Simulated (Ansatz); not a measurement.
## STM study: Ta(111) (Im-3m bulk, 12 atomic planes (those closer than 0.6 Å count as one), 10 Å)

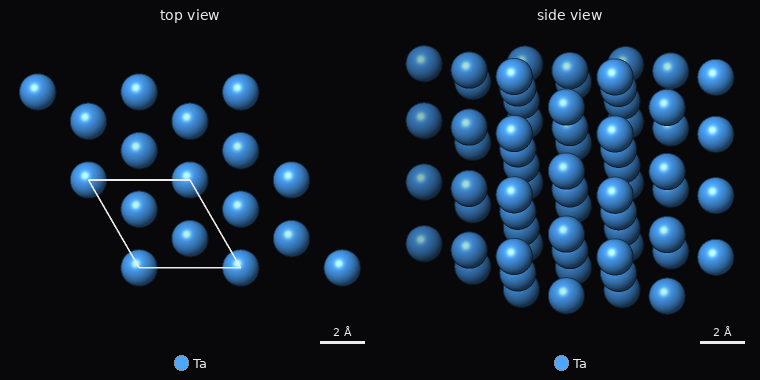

The relaxed structure from above and from the side.

The calculation used DFT PBE, scalar-relativistic, plane waves, PAW (Ansatz). Cutoff 420 eV, 15 × 15 k-points, Gaussian smearing 0.1 eV, dipole correction. The slab is a cut without reconstruction beyond its cell, at the source's lattice constants, with its lower half held fixed and the rest relaxed. No spin polarisation. Spin–orbit coupling is left out; with Ta it can shift levels and gaps. The run couldn't confirm all of its levels under its output density. The run warns that the functional's potential is rough in the thin density of the vacuum, where the tip is; weak contrasts and barriers may feel it.

The STM signal is simulated in the Tersoff–Hamann approximation. Bias windows are sharp sums over the levels of the k mesh.

Input

```yaml
crystal:
  lattice:
    - [4.67052514, 0.0, 0.0]
    - [-2.33526257, 4.04479342, 0.0]
    - [0.0, 0.0, 28.4870364322]
  atoms:
    - { symbol: Ta, position: [0.6666666667, 0.3333333333, 0.3159331797] }
    - { symbol: Ta, position: [0.3333333333, 0.6666666667, 0.3493998697] }
    - { symbol: Ta, position: [0.0, 0.0, 0.3828665698] }
    - { symbol: Ta, position: [0.6666666667, 0.3333333333, 0.4163332599] }
    - { symbol: Ta, position: [0.3333333333, 0.6666666667, 0.4497999599] }
    - { symbol: Ta, position: [0.0, 0.0, 0.48326665] }
    - { symbol: Ta, position: [0.6666666667, 0.3333333333, 0.518928432] }
    - { symbol: Ta, position: [0.3333333333, 0.6666666667, 0.5513604522] }
    - { symbol: Ta, position: [0.0, 0.0, 0.5830662035] }
    - { symbol: Ta, position: [0.6666666667, 0.3333333333, 0.6231618855] }
    - { symbol: Ta, position: [0.3333333333, 0.6666666667, 0.6504618786] }
    - { symbol: Ta, position: [0.0, 0.0, 0.6758869979] }
basis:
  ecutwfc: 420.0
  fft_grid_basis: typed
kpoints:
  mp_grid: { grid: [15, 15, 1] }
hamiltonian:
  xc: pbe
  pseudopotentials: { kind: paw }
scf:
  occupations: { method: gaussian, width: 0.1 }
output:
  forces: true
  eigenvalues: true
  band_densities:
    - { e_range: [-2.0, -1.0] }
    - { e_range: [-1.0, -0.5] }
    - { e_range: [-0.5, -0.25] }
    - { e_range: [-0.25, 0.0] }
    - { e_range: [0.0, 0.25] }
    - { e_range: [0.25, 0.5] }
    - { e_range: [0.5, 1.0] }
    - { e_range: [1.0, 1.5] }
  band_residual_tolerance: 1.0e-05
  write_potential: true
  elf: true
  write_density: true
  volumetric_format: npy
efield:
  axis: 3
  dipole_correction: true
  ramp_width: 0.04
checkpoint:
  read: start.run
  write: ck
  compress: false
  write_wavefunctions: false
  write_every: 100000
```

Run with:

```sh
ansatz run input.yaml --threads 2 --pin off --max-ram 4423MiB --backend cpu --events-out ev --progress --plain --runs-dir out
```

This step took 85 s on 2 threads of Intel(R) Xeon(R) 6975P-C (Granite Rapids), on a shared host, peak memory 1.7 GiB; the relaxation before it isn't counted.

Part 1: One image

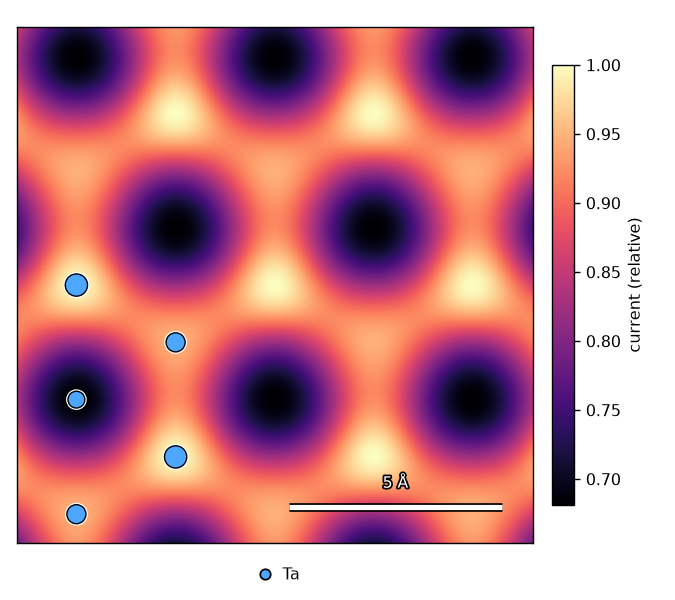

Constant-height image 3.5 Å above the topmost atom of this surface, sample bias −2.00 V. The atoms seen from above are drawn over one corner (deeper ones smaller).

> What lies under the maxima and minima of this image?

The brightest spots lie over the top Ta atoms, with weaker maxima over the Ta atoms 0.7 Å below the top plane; the darkest points are over the sites above the Ta atoms 1.5 Å below the top plane. The brightest point carries 1.5 times the current of the darkest.

Part 2: Approach curves

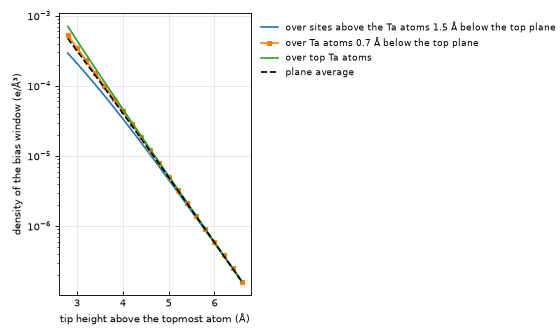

Approach curves over this surface at a sample bias of −0.50 V.

> How fast does the current decay, and what apparent barrier height does that imply?

Near 4 Å the plane average falls as exp(−2.08 z/Å), a factor of 8 per ångström, which gives an apparent barrier of 4.1 eV (0.952 eV Å² times the slope squared). The vacuum level lies 3.84 eV above zero bias. The apparent barrier is above 3.84 eV. At 4 Å the 0.25 eV of states nearest the highest filled state carry 61 % of the density.

Part 3: Barrier map

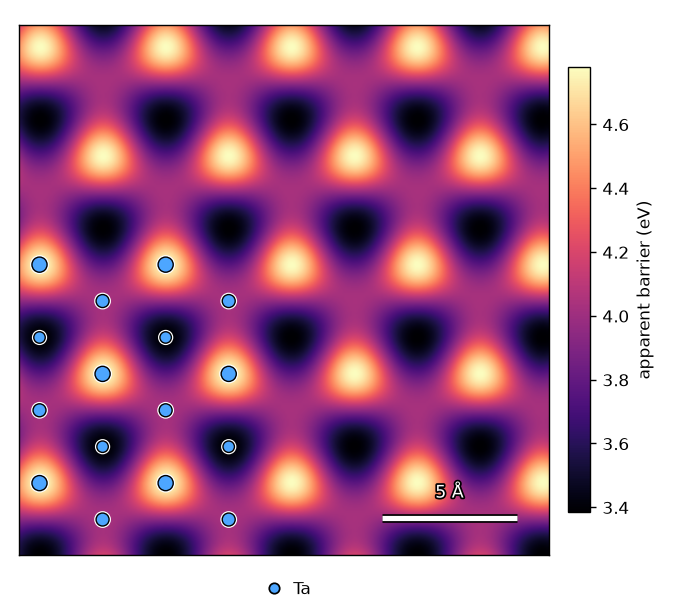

Map of the apparent barrier height, 0.952 eV Å² × (d ln I/dz)², 3.8 Å above this surface at −0.25 V; lighter colours are higher.

> Where is the apparent barrier highest and lowest, and over what range?

It is highest, 4.8 eV, over the top Ta atoms, and lowest, 3.4 eV, over the sites above the Ta atoms 1.5 Å below the top plane. The vacuum level lies 3.84 eV above zero bias.

Part 4: Bias series

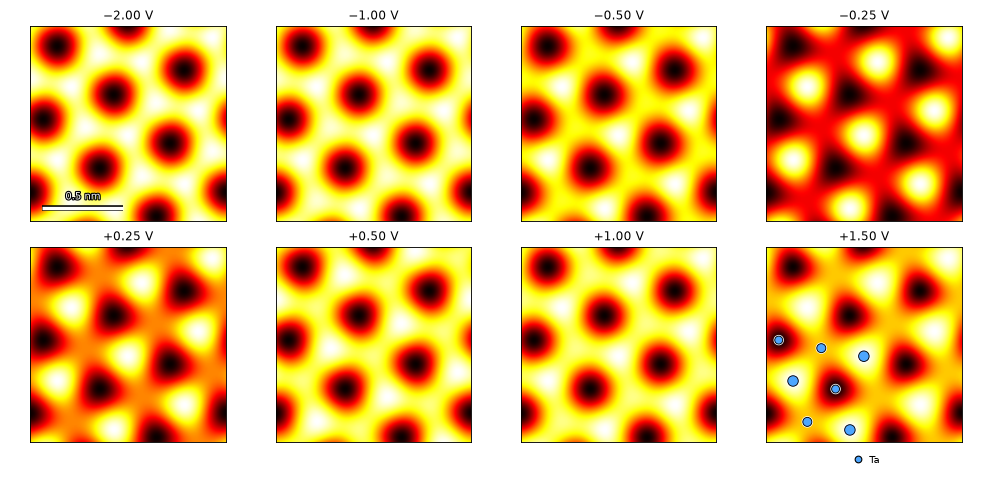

Constant-current images of this surface at 8 sample biases, each on its own colour scale; the last has the atoms seen from above drawn over one corner (deeper ones smaller).

> How do the images change with bias?

```json
{"bias": "−2.00 V", "set point (e/Å³)": "7.7 × 10⁻⁵", "corrugation": "12 pm", "brightest over": "top Ta atoms and Ta atoms 0.7 Å below the top plane"}
{"bias": "−1.00 V", "set point (e/Å³)": "6.2 × 10⁻⁵", "corrugation": "18 pm", "brightest over": "top Ta atoms and Ta atoms 0.7 Å below the top plane"}
{"bias": "−0.50 V", "set point (e/Å³)": "4.1 × 10⁻⁵", "corrugation": "16 pm", "brightest over": "top Ta atoms"}
{"bias": "−0.25 V", "set point (e/Å³)": "2.5 × 10⁻⁵", "corrugation": "16 pm", "brightest over": "top Ta atoms"}
{"bias": "+0.25 V", "set point (e/Å³)": "5.5 × 10⁻⁵", "corrugation": "20 pm", "brightest over": "top Ta atoms"}
{"bias": "+0.50 V", "set point (e/Å³)": "1.0 × 10⁻⁴", "corrugation": "17 pm", "brightest over": "Ta atoms 0.7 Å below the top plane"}
{"bias": "+1.00 V", "set point (e/Å³)": "1.8 × 10⁻⁴", "corrugation": "23 pm", "brightest over": "top Ta atoms"}
{"bias": "+1.50 V", "set point (e/Å³)": "3.4 × 10⁻⁴", "corrugation": "37 pm", "brightest over": "top Ta atoms"}
```

The slab has states at the Fermi level, so this model gives a current down to small biases. Its work function (top face) is 3.84 eV.

The weakest contrasts here depend on the k mesh and on the tip.
